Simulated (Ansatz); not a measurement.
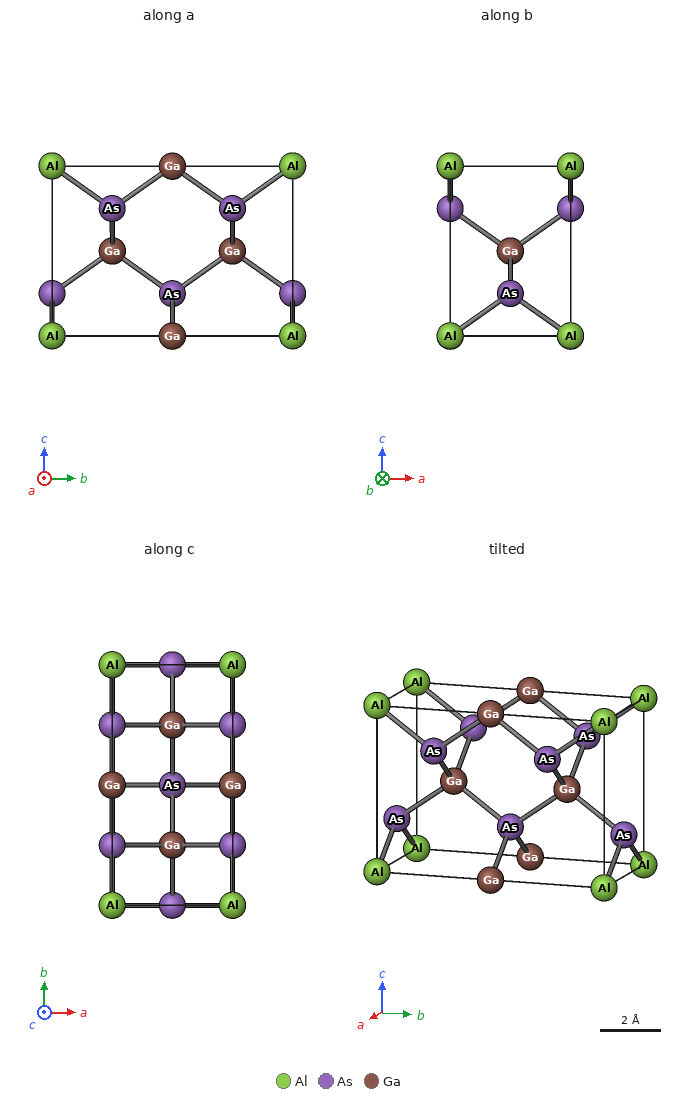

Structure drawing (ball-and-stick), viewed along the a axis, along the b axis, along the c axis and slightly off an axis. The lines enclose the conventional unit cell; boundary atoms appear with their images.

Lattice parameters: a = 4.0126 Å, b = 8.0207 Å, c = 5.6643 Å, α = 90.000°, β = 90.000°, γ = 90.000°.

### Convert the drawing into a CIF with its space group and independent sites, with free fractional coordinates to two decimals.

```cif
data_structure
_symmetry_space_group_name_H-M 'P m m 2'
_symmetry_Int_Tables_number 25
_cell_length_a 4.0126
_cell_length_b 8.0207
_cell_length_c 5.6643
_cell_angle_alpha 90.000
_cell_angle_beta 90.000
_cell_angle_gamma 90.000
_cell_volume 182.30
loop_
_atom_site_label
_atom_site_type_symbol
_atom_site_symmetry_multiplicity
_atom_site_Wyckoff_symbol
_atom_site_fract_x
_atom_site_fract_y
_atom_site_fract_z
_atom_site_occupancy
Al1 Al 1 a 0.00 0.00 0.00 1
As1 As 1 c 0.50 0.00 0.25 1
Ga1 Ga 2 h 0.50 0.25 0.50 1
As2 As 2 g 0.00 0.25 0.75 1
Ga2 Ga 1 b 0.00 0.50 0.00 1
As3 As 1 d 0.50 0.50 0.25 1
```

The initial geometry was a structure type filled with these elements by a generator (whether the compound takes this form wasn't checked). Earlier steps of the study, as a rule a relaxation of our own, may have changed the cell and positions, so they can lie some per cent off the listed ones. It went into a calculation with Ansatz.
